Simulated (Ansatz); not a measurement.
**Single-point calculation of C13H4Si12 (part 2 of 2)**

The same run, continued: C13H4Si12 (slab, 29 atoms in the cell); DFT PBE+D3(BJ), scalar-relativistic, plane waves, PAW, no spin polarisation (Ansatz 0.2.0); cutoff 420 eV, 3×3×1 k-mesh, Gaussian smearing of 0.05 eV. The structure derives from an entry of the Crystallography Open Database. It belongs to a series of runs on one base structure; here: the whole at its places in the relaxed adsorbed structure.

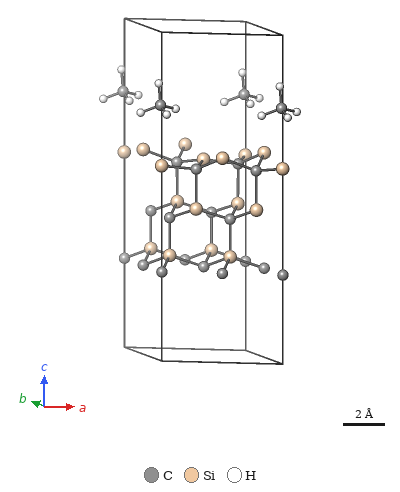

Figure 1. The input geometry (ball-and-stick view of the cell of the calculation, with the vacuum cut short, seen slightly off an axis).

Output, continued:
```
--- Forces (eV/Å), atoms counted from 1 ---
  atom   1  C     -0.12632267     0.11271118     2.20144504
  atom   2  C      0.11322213    -0.07444887     2.12918973
  atom   3  C      0.07748656    -0.03638623     2.12209669
  atom   4  C     -0.15456578     0.05807871     2.20759689
  atom   5  Si     0.02177956    -0.01087295    -3.15849607
  atom   6  Si    -0.00873309     0.01785329    -3.17459282
  atom   7  Si    -0.02370273     0.00100750    -3.17492120
  atom   8  Si     0.00227882    -0.00438069    -3.11245558
  atom   9  C     -0.18222222     0.02182716     0.91101912
  atom  10  C      0.16907344    -0.09368567     1.07920597
  atom  11  C      0.23499987    -0.12771958     1.05573835
  atom  12  C     -0.12213319     0.14065033     0.91808177
  atom  13  Si    -0.00130410     0.00023540    -0.00052106
  atom  14  Si    -0.00055256    -0.00096896     0.00087300
  atom  15  Si     0.00119364     0.00008699    -0.00013437
  atom  16  Si     0.00141910    -0.00048772    -0.00112607
  atom  17  C     -0.00072769     0.00171279     0.00069619
  atom  18  C      0.00009066    -0.00044263     0.00774949
  atom  19  C      0.00045719     0.00053778    -0.00253563
  atom  20  C     -0.00050553    -0.00142732    -0.00256603
  atom  21  Si     0.00260558    -0.00043634     0.00934578
  atom  22  Si    -0.00189925    -0.00091547     0.00391763
  atom  23  Si     0.00242632    -0.00086548    -0.01203387
  atom  24  Si    -0.00315110    -0.00134558    -0.00420898
  atom  25  C     -0.01517829     0.00536070    -0.00289492
  atom  26  H      0.00839463     0.00993401    -0.00140253
  atom  27  H      0.01961499    -0.00905059    -0.00144359
  atom  28  H     -0.00656491    -0.00959824     0.00999847
  atom  29  H     -0.00749188     0.00304142    -0.00736700
  max |Σ_I F_I| component: 2.54e-4 eV/Å
--- Band table (eV; the first three rows and the last of 5) ---
  k-point 0: bands = ["-16.6283", "-15.1665", "-13.7018", "-13.4980", "-13.3697", "-13.2764", "-12.9794", "-12.6682", "-12.5995", "-12.5513", "-10.5574", "-10.5522", "-10.5424", "-10.0108", "-9.8375", "-9.5729", "-8.8038", "-8.7771", "-8.7561", "-8.4189", "-7.4879", "-7.4772", "-7.4742", "-6.1811", "-6.1727", "-6.1274", "-5.1503", "-5.0446", "-4.9872", "-4.9473", "-4.7305", "-4.6224", "-4.4306", "-4.0824", "-4.0581", "-4.0387", "-3.6378", "-3.5975", "-3.5398", "-2.7973", "-2.6996", "-2.0296", "-2.0209", "-1.7026", "-1.6963", "-1.6960", "-1.3235", "-0.6217", "-0.5813", "-0.5441", "-0.2886", "-0.2701", "-0.2467", "-0.1736", "-0.1733", "0.6626", "1.3402", "1.3685", "1.7220", "2.7776", "2.8146", "2.8311", "3.1452", "3.7457", "3.7758", "3.8688", "3.8965", "4.2051", "4.7384", "4.8520", "4.9711", "5.2220", "5.4705", "5.6604", "5.6838", "5.7496", "5.9641", "6.0079", "6.1392", "6.1792", "6.3926"]
  k-point 1: bands = ["-16.1578", "-14.8276", "-14.7184", "-13.7282", "-13.6308", "-13.5987", "-13.4208", "-12.5732", "-12.5716", "-12.5292", "-11.3155", "-10.4780", "-10.4715", "-9.2259", "-9.1719", "-8.4310", "-8.4044", "-8.2697", "-8.0325", "-7.5878", "-6.8213", "-6.8140", "-6.3659", "-6.2499", "-6.1682", "-6.1342", "-6.0265", "-5.9334", "-5.2746", "-5.1851", "-5.0866", "-5.0479", "-4.9270", "-4.8795", "-4.3324", "-4.2564", "-3.8716", "-3.7761", "-3.7505", "-3.6266", "-3.3605", "-3.2557", "-2.8505", "-2.8427", "-2.4845", "-1.9850", "-1.3821", "-0.8913", "-0.6309", "-0.6246", "-0.4231", "-0.4133", "-0.1136", "-0.0605", "0.3599", "1.0126", "1.8844", "2.6416", "2.7673", "3.3280", "3.4897", "3.6352", "3.9576", "4.0483", "4.4011", "4.4314", "4.6051", "4.7245", "4.8191", "4.9153", "5.3239", "5.4132", "5.5079", "5.7038", "5.8192", "6.1637", "6.1945", "6.2860", "6.3973", "6.5563", "6.6020"]
  k-point 2: bands = ["-16.1578", "-14.8271", "-14.7192", "-13.7268", "-13.6320", "-13.5997", "-13.4199", "-12.5729", "-12.5716", "-12.5294", "-11.3155", "-10.4779", "-10.4715", "-9.2207", "-9.1764", "-8.4310", "-8.4015", "-8.2726", "-8.0337", "-7.5892", "-6.8214", "-6.8134", "-6.3800", "-6.2357", "-6.1781", "-6.1315", "-6.0146", "-5.9342", "-5.2716", "-5.1828", "-5.0841", "-5.0520", "-4.9304", "-4.8832", "-4.3336", "-4.2551", "-3.8720", "-3.7760", "-3.7506", "-3.6256", "-3.3597", "-3.2561", "-2.8515", "-2.8416", "-2.4845", "-1.9850", "-1.3821", "-0.8935", "-0.6309", "-0.6268", "-0.4264", "-0.4082", "-0.1160", "-0.0569", "0.3636", "1.0086", "1.8867", "2.6385", "2.7616", "3.3301", "3.4884", "3.6309", "3.9578", "4.0469", "4.3937", "4.4371", "4.6070", "4.7262", "4.8216", "4.9143", "5.2954", "5.4269", "5.5384", "5.6927", "5.8416", "6.1404", "6.2156", "6.2772", "6.3877", "6.5536", "6.6189"]
  k-point 4: bands = ["-16.1738", "-14.8472", "-14.6266", "-13.7270", "-13.6997", "-13.5685", "-13.4461", "-12.5751", "-12.5744", "-12.5315", "-11.3158", "-10.4784", "-10.4709", "-9.3553", "-8.9316", "-8.4941", "-8.3956", "-8.3549", "-8.0519", "-7.5269", "-6.8307", "-6.8062", "-6.3949", "-6.1926", "-6.1696", "-6.1553", "-5.9996", "-5.9405", "-5.3011", "-5.1574", "-5.1042", "-5.0416", "-4.8862", "-4.7751", "-4.4563", "-4.3911", "-3.8917", "-3.7692", "-3.7082", "-3.6041", "-3.4446", "-3.1215", "-2.8562", "-2.8472", "-2.4597", "-1.9844", "-1.3813", "-0.8748", "-0.6307", "-0.5263", "-0.4366", "-0.3709", "-0.0615", "-0.0455", "0.1438", "1.1181", "1.7496", "2.5328", "2.8972", "3.2757", "3.5030", "3.6439", "3.7526", "4.1735", "4.2617", "4.3836", "4.7183", "4.7568", "4.8875", "4.9633", "5.2203", "5.3365", "5.4319", "5.7303", "5.8942", "6.0144", "6.2244", "6.2647", "6.4989", "6.6119", "6.6389"]
```

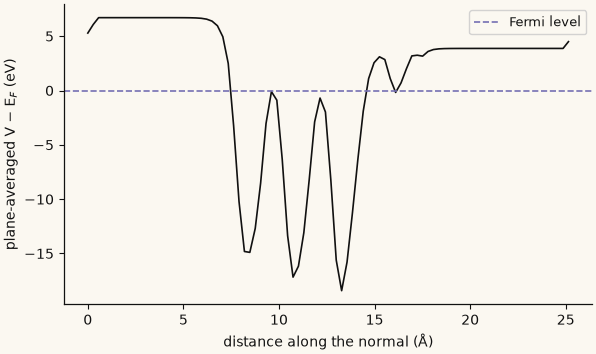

Figure 2. Plane average of the electrostatic potential energy of an electron across the cell, from the Fermi level. The vacuum level lies 3.87 eV above the Fermi level on the upper side and 6.70 eV on the lower.

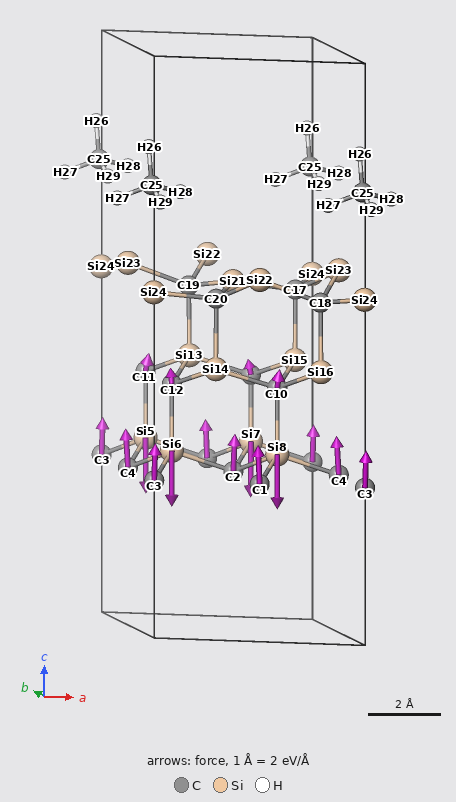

Figure 3. Forces on the atoms as pink arrows (ball-and-stick view of the cell of the calculation, with the vacuum cut short, seen slightly off an axis; atoms are numbered from 1 in the order of the input); the smallest are left out. The largest act on Si6, Si7 (3.18 eV/Å); Si5 (3.16 eV/Å); Si8 (3.11 eV/Å); C1, C4 (2.21 eV/Å), among others. The geometry is not a stationary point of this energy.

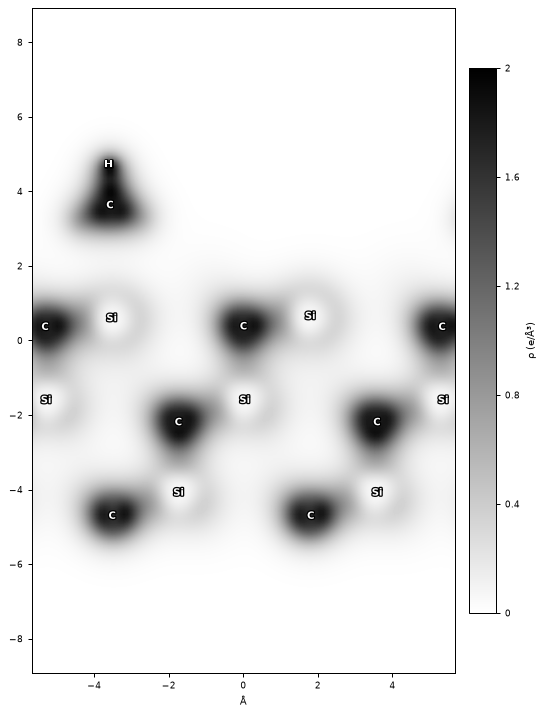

Figure 4. Valence charge density (pseudo) on the (110) plane of the calculation cell, a cut from vacuum to vacuum. The section cuts through C, Si and H sites. C–H (1.10 Å): ρ is about 1.9 e/Å³ halfway. Si–C (1.80 Å): ρ at the midpoint is about 1 e/Å³. Si–C (1.88 Å): ρ is about 0.89 e/Å³ halfway. Si–C (1.96 Å): the density is about 0.74 e/Å³ at the midpoint. The density dies away to nearly zero in the vacuum. In a PAW calculation such maps are meaningful between the atoms, not at the nuclei.
